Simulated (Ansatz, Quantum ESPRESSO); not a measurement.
# Complex bands of ZnS, zinc blende type, lattice constant set to 5.45 Å, part 3 of 3

How good a tunnel barrier is ZnS, zinc blende type, lattice constant set to 5.45 Å?

Quantum ESPRESSO 7.5; plane-wave DFT, PBE, GBRV ultrasoft pseudopotentials; cross-check by Ansatz 0.2.0 with PAW datasets.

So far. Step 2 (Ground state): The run needed 9 iterations to bring the estimated error under 1e-09 Ry.

## 4. Complex bands with pwcond.x, with nz1 = 3

Level of this step: complex band structure by pwcond; plane-wave DFT, PBE, GBRV ultrasoft pseudopotentials (Quantum ESPRESSO).

A sensitivity test on the input.

cbs.w.in reads:

```
&inputcond
  outdir = './out'
  prefixl = 'scf'
  band_file = 'cbs.w'
  ikind = 0
  ewind = 4.0
  epsproj = 1e-05
  nz1 = 3
  energy0 = 4.48
  denergy = -0.16
/
4
  0.00000000 0.00000000 1.00000000
  0.50000000 0.00000000 1.00000000
  0.50000000 0.50000000 1.00000000
  0.25000000 0.00000000 1.00000000
41
```

Run with:

```sh
OMP_NUM_THREADS=1 mpirun -n 2 pwcond.x -in cbs.w.in > cbs.w.out
```

Numbers of over 12 decimals in the logs are rounded to 6 here.

What it wrote:

```text
[banner, memory and clock lines left out]
Program PWCOND v.7.5 starts
[citation notice left out]

[...]
./out/scf.save/

     IMPORTANT: XC functional enforced from input :
     Exchange-correlation= PBE
                           (   1   4   3   4   0   0   0)
     Any further DFT definition will be discarded
     Please, verify this is what you really want

     Reading collected, re-writing distributed wavefunctions

===== INPUT FILE containing the left lead =====

     GEOMETRY:

     lattice parameter (alat)  =       7.2825  a.u.
     the volume                =     546.2056 (a.u.)^3
     the cross section         =      53.0348 (a.u.)^2
     l of the unit cell        =       1.4142 (alat)
     number of atoms/cell      =            4
     number of atomic types    =            2

     crystal axes: (cart. coord. in units of alat)
               a(1) = (  1.0000  0.0000  0.0000 )
               a(2) = (  0.0000  1.0000  0.0000 )
               a(3) = (  0.0000  0.0000  1.4142 )

   Cartesian axes

     site n.     atom                  positions (alat units)
          1        Zn     tau(  1)=(  0.0000  0.0000  1.4142  )
          2        S      tau(  2)=(  0.5000  0.0000  0.3536  )
          3        Zn     tau(  3)=(  0.5000  0.5000  0.7071  )
          4        S      tau(  4)=(  0.0000  0.5000  1.0607  )

     nr1s                      =           30
     nr2s                      =           30
     nr3s                      =           45
     nr1sx                     =           30
     nr2sx                     =           30
     nr3sx                     =           45
     nr1                       =           36
     nr2                       =           36
     nr3                       =           48
     nr1x                      =           36
     nr2x                      =           36
     nr3x                      =           48

 _______________________________
  Radii of nonlocal spheres:

     type       ibeta     ang. mom.          radius (alat units)
       Zn         1         0                    0.2499
       Zn         2         0                    0.2499
       Zn         3         1                    0.2499
       Zn         4         1                    0.2499
       Zn         5         2                    0.2499
       Zn         6         2                    0.2499
       S          1         0                    0.2071
       S          2         0                    0.2071
       S          3         1                    0.2071
       S          4         1                    0.2071
       S          5         2                    0.2071
       S          6         2                    0.2071
----- General information -----

----- Complex band structure calculation -----

     nrx                       =           30
     nry                       =           30
     nz1                       =            3

     energy0               =         4.5E+00
     denergy               =        -1.6E-01
     nenergy               =         41
     ecut2d                =         4.0E+01
     ewind                 =         4.0E+00
     epsproj               =         1.0E-05

     number of k_|| points=    4
                       cryst. coord.
        k(    1) = (   0.0000000   0.0000000), wk =   0.2500000
        k(    2) = (   0.5000000   0.0000000), wk =   0.2500000
        k(    3) = (   0.5000000   0.5000000), wk =   0.2500000
        k(    4) = (   0.2500000   0.0000000), wk =   0.2500000
----- Information about left lead -----

     nocros                   =           18
     noins                    =           54
     norb                     =           90
     norbf                    =           90
     nrz                      =           45

      iorb      type   ibeta   ang. mom.   m       position (alat)
        1        1       1        0        1   taunew(   1)=(  0.0000  0.0000  0.0000)
        2        1       2        0        1   taunew(   2)=(  0.0000  0.0000  0.0000)
[...]
90        1       6        2        5   taunew(  90)=(  0.0000  0.0000  1.4142)
 ngper, shell number =          177          27
 ngper, n2d =          177         136
---  E-Ef =    4.4800000  k =    0.0000000   0.0000000
---  ie =          1  ik =          1
 Nchannels of the left tip =            1
 Right moving states:
   k1(2pi/a)   k2(2pi/a)   E-Ef (eV)
   0.3703512   0.0000000   4.4800000
 Left moving states:
   k1(2pi/a)   k2(2pi/a)   E-Ef (eV)
  -0.3703512  -0.0000000   4.4800000

---  E-Ef =    4.3200000  k =    0.0000000   0.0000000
---  ie =          2  ik =          1
 Nchannels of the left tip =            3
 Right moving states:
   k1(2pi/a)   k2(2pi/a)   E-Ef (eV)
   0.2572466  -0.0000000   4.3200000
   0.4376051   0.0000000   4.3200000
   0.4635320   0.0000000   4.3200000
 Left moving states:
   k1(2pi/a)   k2(2pi/a)   E-Ef (eV)
  -0.2572466  -0.0000000   4.3200000
  -0.4376051  -0.0000000   4.3200000
  -0.4635320  -0.0000000   4.3200000
[... further energies and points left out ...]
---  E-Ef =   -1.7600000  k =    0.2500000   0.0000000
---  ie =         40  ik =          4
 Nchannels of the left tip =            1
 Right moving states:
   k1(2pi/a)   k2(2pi/a)   E-Ef (eV)
   0.3631435  -0.0000000  -1.7600000
 Left moving states:
   k1(2pi/a)   k2(2pi/a)   E-Ef (eV)
  -0.3631435   0.0000000  -1.7600000

---  E-Ef =   -1.9200000  k =    0.2500000   0.0000000
---  ie =         41  ik =          4
 Nchannels of the left tip =            1
 Right moving states:
   k1(2pi/a)   k2(2pi/a)   E-Ef (eV)
   0.3311409  -0.0000000  -1.9200000
 Left moving states:
   k1(2pi/a)   k2(2pi/a)   E-Ef (eV)
  -0.3311409   0.0000000  -1.9200000

[...]
```

It took 2.9 min on 2 MPI ranks of Arm Neoverse V2, shared host; peak memory 0.14 GiB; 5.8 min of CPU time.

The changed values were drawn from a wide range, not chosen for quality; the comparison shows what they did here together.

Beside the run it was changed from:

| quantity | this run | unchanged run | difference |
| --- | --- | --- | --- |
| peak of the smallest κ at the zone centre (Å⁻¹) | 0.15 | 0.15 | 0 |
| peak of the smallest κ at (1/2, 0) (Å⁻¹) | 0.296 | 0.296 | 0 |
| wall time (s) | 175 | 195 |  |

The physical values in this table stay within 0.05 %.

## 5. Cross-check with Ansatz

A second code with its own PAW datasets, on the same atoms.

Level of this step: plane-wave DFT, PBE, Ansatz PAW (Ansatz 0.2.0).

input.yaml reads:

```yaml
crystal:
  lattice:
    - [3.8537319575, 0.0, 0.0]
    - [0.0, 3.8537319575, 0.0]
    - [0.0, 0.0, 5.45]
  atoms:
    - { symbol: Zn, position: [0.0, 0.0, 0.0] }
    - { symbol: S, position: [0.5, 0.0, 0.25] }
    - { symbol: Zn, position: [0.5, 0.5, 0.5] }
    - { symbol: S, position: [0.0, 0.5, 0.75] }
kpoints:
  mp_grid: { grid: [6, 6, 6] }
hamiltonian:
  xc: pbe
scf:
  occupations: { method: fixed }
  convergence: { dr2_threshold: 1.0e-09 }
output:
  transmission:
    leads: [[0, 0]]
    kpoints: [[0, 0], [0.5, 0], [0.5, 0.5], [0.25, 0]]
    e_range: [-1.92, 4.48]
    de: 0.16
```

Run with:

```sh
ansatz run input.yaml --threads 2 --pin off --max-ram 4096MiB --backend cpu --events-out ev --progress --plain --runs-dir out
```

What it wrote:

```text
Engine: ansatz 0.2.0, aarch64-unknown-linux-gnu
Pseudopotentials: kind: paw
Pseudopotential: Zn, paw, valence charge 12, recommended cutoff 420 eV (normal), Zn.paw.azcp
Pseudopotential: S, paw, valence charge 6, recommended cutoff 420 eV (normal), S.paw.azcp
Functional definition: PBE
  parameter kappa = 0.804
  parameter beta = 0.066725
  exchange = pbe_x(kappa = kappa, mu = beta*pi^2/3)
  correlation = pbe_c(beta = beta)
Crystal: 4 atoms, lattice volume = 80.939 Å³
Basis set: ecut = 420 eV, 1539 PW (Γ)
Bands: 22, of which v1, the nominal top of the filled ones, is band 18 counted from 1 (17 counted from 0)
Symmetry: 16 space group operations
Space group: F-43m (ITA 216), of the structure as read, at distance tolerance 4.3e-5 Å
k-points: 40 of 216 (time reversal used)
Non-local potential: Zn, projectors of the file, l = 0: 2, l = 1: 2, l = 2: 3, l = 3: 1
Non-local potential: S, projectors of the file, l = 0: 2, l = 1: 2, l = 2: 2
PAW form: soft (Blöchl's): semilocal exchange-correlation on the pseudo side does not see the compensation charge
PAW one-centre angular grid: Zn, 590 points (default); XC on 64 Gauss nodes
PAW one-centre angular grid: S, 110 points (default); XC on 64 Gauss nodes
Initial density: superposition of atomic densities (neutral atoms: chi_scale 0, normalization atom), corrected by the library's trained network
Initial wavefunctions: pseudopotential atomic-orbital guess
Functional: x = pbe(κ = 0.804, μ = 0.219515), c = pbe(β = 0.066725)
SCF iter   1: F=—  HF=-8445.466330 eV  |F-HF|=—  |Δ(HF+E_count)|=         —  Δρ=6.19e-4  dr2=4.34e-4  ethr=1.77e-3  ⟨swp⟩=5.0  Hψ=3740  notcnv=0  defer=65
preconditioner: auto → Resta (q_TF=auto, 2.384 Å⁻¹)  ε∞=6.5  [insulator: Δε(μ)=1.993 eV  Ē_g=10.513 eV  n_scr=20 (ndim 8)  ℏωp=24.8 eV  f_vac=0.032  ε∞_Penn≈6.5]
SCF iter   2: F=—  HF=-8445.466677 eV  |F-HF|=—  |Δ(HF+E_count)|=   3.47e-4  Δρ=4.84e-4  dr2=1.82e-4  ethr=1.21e-6  ⟨swp⟩=2.9  Hψ=2194  notcnv=0  defer=79
SCF iter   3: F=—  HF=-8445.466752 eV  |F-HF|=—  |Δ(HF+E_count)|=   7.49e-5  Δρ=3.55e-4  dr2=5.04e-5  ethr=5.04e-7  ⟨swp⟩=2.0  Hψ=1638  notcnv=0  defer=79
SCF iter   4: F=—  HF=-8445.466718 eV  |F-HF|=—  |Δ(HF+E_count)|=   3.43e-5  Δρ=9.01e-5  dr2=5.42e-6  ethr=1.40e-7  ⟨swp⟩=2.0  Hψ=1520  notcnv=0  defer=1
SCF iter   5: F=—  HF=-8445.466719 eV  |F-HF|=—  |Δ(HF+E_count)|=   1.07e-6  Δρ=3.12e-5  dr2=8.45e-7  ethr=1.51e-8  ⟨swp⟩=2.2  Hψ=1472  notcnv=0
SCF iter   6: F=—  HF=-8445.466719 eV  |F-HF|=—  |Δ(HF+E_count)|=   4.89e-7  Δρ=1.00e-5  dr2=8.02e-8  ethr=2.35e-9  ⟨swp⟩=2.0  Hψ=1600  notcnv=0
SCF iter   7: F=—  HF=-8445.466719 eV  |F-HF|=—  |Δ(HF+E_count)|=   1.23e-7  Δρ=2.30e-6  dr2=4.43e-9  ethr=2.23e-10  ⟨swp⟩=2.1  Hψ=1567  notcnv=0
SCF iter   8: F=-8445.466719 eV  HF=-8445.466719 eV  |F-HF|=4.00e-11  |Δ(HF+E_count)|=   4.03e-9  Δρ=4.26e-7  dr2=1.16e-10  ethr=2.78e-12  ⟨swp⟩=4.4  Hψ=3180  notcnv=0
SCF 1 converged in 8 iterations: F = -8445.466719 eV  dr2 = 1.16e-10
  greatest PAW one-centre occupation: 0.983 electrons in one spin orbital (limit 2), on the Zn atom at site 2 (counted from 0), in its partial waves of l = 2
transmission: 7 of 28 steps passed
transmission: 14 of 28 steps passed
transmission: 21 of 28 steps passed
transmission: 28 of 28 steps passed
SCF converged after 8 iterations
Free energy (F): -8445.466719 eV
Harris-Foulkes:  -8445.466719 eV  (|F-HF|=4.00e-11)
Internal energy: -8445.466719 eV  (E = F + TS)
E sigma→0 (E₀):  -8445.466719 eV
Fermi energy:    5.461568 eV
--- Per-component energies (eV) ---
  E_band       = 1.492904
  E_kinetic    = 475.427097
  E_local      = -4114.970010  (includes V_loc(G=0)·N_el)
  E_nonlocal   = 1285.878218
  E_hartree    = 1719.514481
  E_xc         = -468.120626
  E_vxc        = -278.193459  (∫ρ·V_xc dr)
  E_paw        = -4857.594539  (= ΣΔE_a)
  E_vpaw       = -805.677280  (= ΣTr[D̂ρ^β])
  E_aug_tail   = -0.000716  (compensation charges beyond the density's cutoff)
  E_ewald      = -2485.600625
  E_smearing   = -0.000000  (= −TS)
  E_closure    = -0.000000  (closes the sum)
  Σ components = -8445.466719   (vs F -8445.466719, Δ=0.00e0)
--- Band table (eV; the first three rows and the last of 40) ---
  k-point 0: bands = [... 14 lower, 3.3319, 5.4613, 5.4616, 5.4616, 7.4610, 8.9207, 9.5281, 11.8478]
  k-point 1: bands = [... 14 lower, 3.4524, 4.8802, 5.2769, 5.2769, 8.1022, 9.0524, 9.6435, 11.4979]
  k-point 2: bands = [... 14 lower, 3.7894, 3.8983, 4.8221, 4.8221, 9.1664, 9.4322, 9.8993, 10.7653]
  k-point 39: bands = [... 14 lower, 2.8344, 2.8344, 2.8456, 2.8456, 11.1577, 11.1577, 11.3707, 11.3707]
--- Transmission ---
  basis      : 137 plane waves across, 7 finite elements along
  points     : 4, as listed
  energies   : 41 from -1.920000 to 4.480000 eV about the Fermi level, 0.160000 eV apart; the leads are filled to 0.999713 eV, and channels, transmission and decay are at 0.960000 eV
  crystal 0  : S2Zn2, at the sites [0, 0], period 5.4500 Å: whole cells are its period
    offset         : up to 0.0000 Å between an atom of the period and one for which it stands
    channels       : 0.000000e0 a spin
    conductance    : none, the energies end too early or step too widely for 300 K: set another output.transmission.e_range or a lower de, or, where they end at an eighth of basis.ecutwfc, a higher one
    slowest decay  : 0.1499 /Å at (0.0000, 0.0000)
```

Run time: 13 s. Hardware: 2 threads; peak memory 0.45 GiB.

This step gave:

```
free energy                                      : -8445.4667 eV
gap by band count                                : 1.999 eV
symmetry operations                              : 16
slowest decay at the grid energy nearest mid-gap : 0.1499 Å⁻¹
peak of the smallest κ at the zone centre        : 0.1499 Å⁻¹
peak of the smallest κ at (1/4, 0)               : 0.3029 Å⁻¹
valence top, on the run's zero                   : 5.462 eV
```

K across = (0, 0) in the cell's reciprocal vectors; values within 0.0025 1/Å of each other count once, columns are sorted by size at each energy, a dash where no further value was kept. Im kz of the slowest decaying states against energy, zero at the highest filled level of the SCF mesh:

| energy (eV) | decay 1 (Å⁻¹) | decay 2 (Å⁻¹) | decay 3 (Å⁻¹) |
| --- | --- | --- | --- |
| -1.440 | 1.23 | - | - |
| -0.960 | 1.17 | - | - |
| -0.480 | 1.09 | - | - |
| 0.000 | 0.00526 | 0.00796 | 0.985 |
| 0.480 | 0.130 | 0.281 | 0.875 |
| 0.960 | 0.150 | 0.372 | 0.789 |
| 1.440 | 0.133 | 0.425 | 0.706 |
| 1.920 | 0.0577 | 0.457 | 0.620 |
| 2.560 | 0.478 | 0.482 | 0.635 |
| 3.040 | 0.335 | 0.480 | 0.524 |
| 3.520 | 0.387 | 0.473 | 1.29 |
| 4.000 | 0.141 | 0.455 | 1.25 |

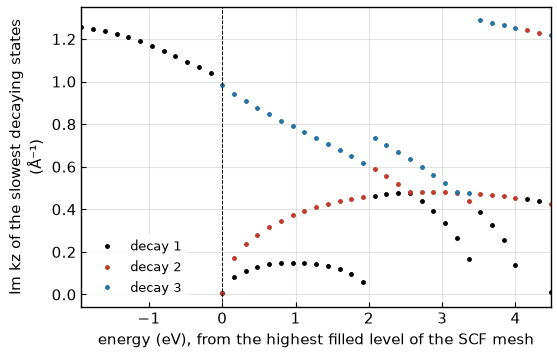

Im kz of the slowest decaying states against energy.

K across = (0, 0) in the cell's reciprocal vectors. Re kz of states that move upwards against energy, zero at the highest filled level of the SCF mesh:

| energy (eV) | channel 1 (Å⁻¹) | channel 2 (Å⁻¹) | channel 3 (Å⁻¹) |
| --- | --- | --- | --- |
| -1.92 | -0.453 | 0.255 | 0.255 |
| -1.60 | -0.391 | 0.416 | 0.416 |
| -1.12 | -0.554 | -0.554 | -0.299 |
| -0.80 | -0.442 | -0.442 | -0.237 |
| -0.48 | -0.324 | -0.324 | -0.170 |
| 0.00 | - | - | - |
| 0.32 | - | - | - |
| 0.64 | - | - | - |
| 1.12 | - | - | - |
| 1.44 | - | - | - |
| 1.92 | - | - | - |
| 2.24 | 0.108 | - | - |
| 2.56 | 0.177 | - | - |
| 3.04 | 0.264 | - | - |
| 3.36 | 0.321 | - | - |
| 3.68 | 0.250 | 0.380 | - |
| 4.16 | 0.172 | 0.453 | 0.484 |
| 4.48 | 0.426 | - | - |

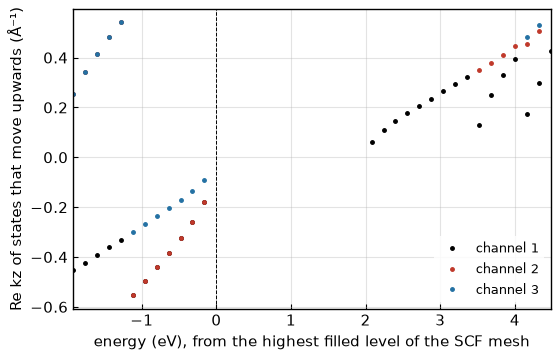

Re kz of states that move upwards, plotted against energy.

K across = (1/2, 0) in the cell's reciprocal vectors; values within 0.0025 1/Å of each other count once, columns are sorted by size at each energy, a dash where no further value was kept. Table of Im kz of the slowest decaying states by energy, zero at the highest filled level of the SCF mesh:

| energy (eV) | decay 1 (Å⁻¹) | decay 2 (Å⁻¹) | decay 3 (Å⁻¹) |
| --- | --- | --- | --- |
| -1.92 | 0.980 | - | - |
| -1.60 | 0.883 | - | - |
| -1.12 | 0.651 | - | - |
| -0.80 | 0.0528 | 0.300 | 1.41 |
| -0.48 | 0.170 | 0.652 | 1.34 |
| 0.00 | 0.241 | 0.763 | 1.24 |
| 0.32 | 0.268 | 0.794 | 1.19 |
| 0.64 | 0.285 | 0.810 | 1.14 |
| 1.12 | 0.296 | 0.818 | 1.07 |
| 1.44 | 0.294 | 0.816 | 1.02 |
| 1.92 | 0.278 | 0.805 | 0.957 |
| 2.24 | 0.256 | 0.793 | 0.913 |
| 2.56 | 0.223 | 0.779 | 0.868 |
| 3.04 | 0.134 | 0.751 | 0.800 |
| 3.36 | 0.729 | 0.754 | - |
| 3.68 | 0.705 | - | - |
| 4.16 | 0.628 | 0.662 | - |
| 4.48 | 0.570 | 0.630 | - |

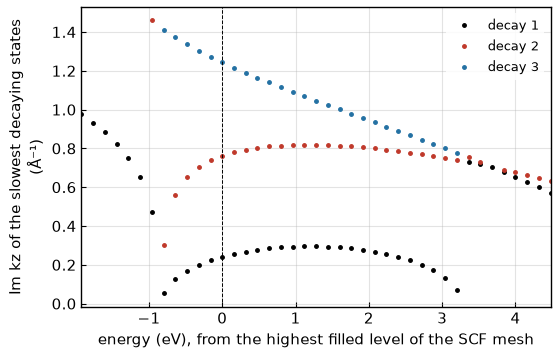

Im kz of the slowest decaying states against energy.

K across = (1/2, 1/2) in the cell's reciprocal vectors; values within 0.0025 1/Å of each other count once, columns are sorted by size at each energy, a dash where no further value was kept. The Im kz of the slowest decaying states by energy, zero at the highest filled level of the SCF mesh:

| energy (eV) | decay 1 (Å⁻¹) | decay 2 (Å⁻¹) |
| --- | --- | --- |
| -1.92 | 0.210 | 0.215 |
| -1.44 | 0.331 | 0.340 |
| -0.96 | 0.382 | 0.396 |
| -0.48 | 0.406 | 0.425 |
| 0.00 | 0.413 | 0.439 |
| 0.48 | 0.409 | 0.441 |
| 0.96 | 0.394 | 0.434 |
| 1.60 | 0.360 | 0.412 |
| 2.08 | 0.321 | 0.385 |
| 2.56 | 0.268 | 0.348 |
| 3.04 | 0.188 | 0.297 |
| 3.52 | 0.224 | - |
| 4.00 | 0.0807 | - |
| 4.48 | - | - |

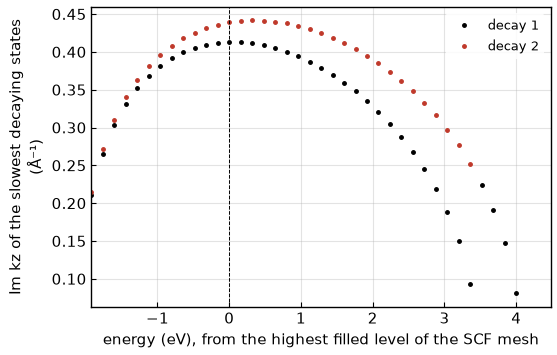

Im kz of the slowest decaying states against energy.

K across = (1/4, 0) in the cell's reciprocal vectors; values within 0.0025 1/Å of each other count once, columns are sorted by size at each energy, a dash where no further value was kept. Im kz of the slowest decaying states against energy, zero at the highest filled level of the SCF mesh:

| energy (eV) | decay 1 (Å⁻¹) | decay 2 (Å⁻¹) | decay 3 (Å⁻¹) |
| --- | --- | --- | --- |
| -1.440 | 0.131 | 1.46 | 1.47 |
| -0.960 | 0.0938 | 1.28 | 1.42 |
| -0.480 | 1.14 | 1.37 | 1.49 |
| 0.000 | 0.200 | 0.236 | 1.05 |
| 0.480 | 0.262 | 0.412 | 0.962 |
| 0.960 | 0.292 | 0.511 | 0.884 |
| 1.440 | 0.303 | 0.578 | 0.808 |
| 1.920 | 0.296 | 0.629 | 0.731 |
| 2.560 | 0.257 | 0.622 | 0.686 |
| 3.040 | 0.188 | 0.528 | 0.738 |
| 3.520 | 0.411 | 0.785 | 1.00 |
| 4.000 | 0.184 | 0.214 | 0.750 |

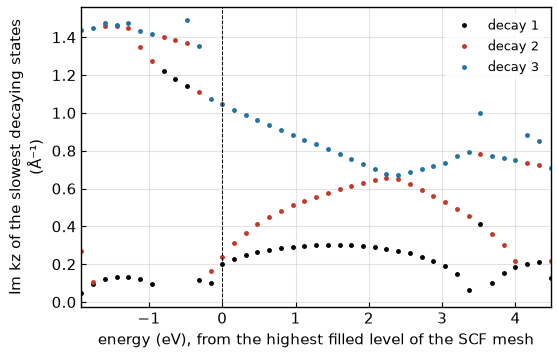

Im kz of the slowest decaying states, plotted against energy.

## 6. The arithmetic

T falls as exp(−2κd). With κ = 0.150 1/Å, 10 Å of barrier pass exp(−2 × 0.150 × 10) = 0.050 of that channel, interfaces aside.

## 7. Outcome

```yaml
gap_on_the_scf_mesh: 1.99 eV
smallest_kappa_at_mid_gap_among_the_four_k_points_at_the_zone_centre: 0.150 Å⁻¹
peak_of_the_smallest_kappa_in_the_stop_band_at_the_zone_centre: 0.150 Å⁻¹
peak_of_the_smallest_kappa_in_the_stop_band_at_1_over_2_0: 0.296 Å⁻¹
peak_of_the_smallest_kappa_in_the_stop_band_at_1_over_4_0: 0.303 Å⁻¹
energy_of_the_peak_at_the_zone_centre_over_the_highest_filled_level: 0.96 eV
peak_at_the_zone_centre_by_ansatz: 0.150 Å⁻¹
```

**Reading.** With a gap of 1.99 eV on the mesh, the smallest κ at mid-gap among the four k points, at the zone centre is 0.150 Å⁻¹ (PBE, GBRV ultrasoft). For a barrier with the Fermi level at mid-gap the slowest state found, at the zone centre, loses a factor of ten in probability every 7.7 Å or so. Stop bands away from the zone centre are mostly wider than the gap, so their peaks can lie above the conduction bottom. At the zone centre pwcond's peak is 0.150 and Ansatz's 0.150 1/Å, 0 % apart. The cell is the a/√2 one, turned by 45°, with two primitive cells, so X along [001] folds onto kz = 0. A semilocal gap is too small, often by a third to a half and by more in narrow-gap crystals, so real barriers decay faster.

[Logs are printed without paths, hosts, clocks, repeated set-up lines and the standing remarks that a program may print on its own settings, such as how far it seeks lower states.]

[Hosts, paths, dates, database ids (printed as entryN), source tags and the programs' standing remarks are cut or masked in the printed files.]

[Maps of the electrostatic potential energy from Ansatz leave out the sawtooth potential of an applied field or a dipole correction, so their vacuum need not be flat; planar profiles and work functions include it.]
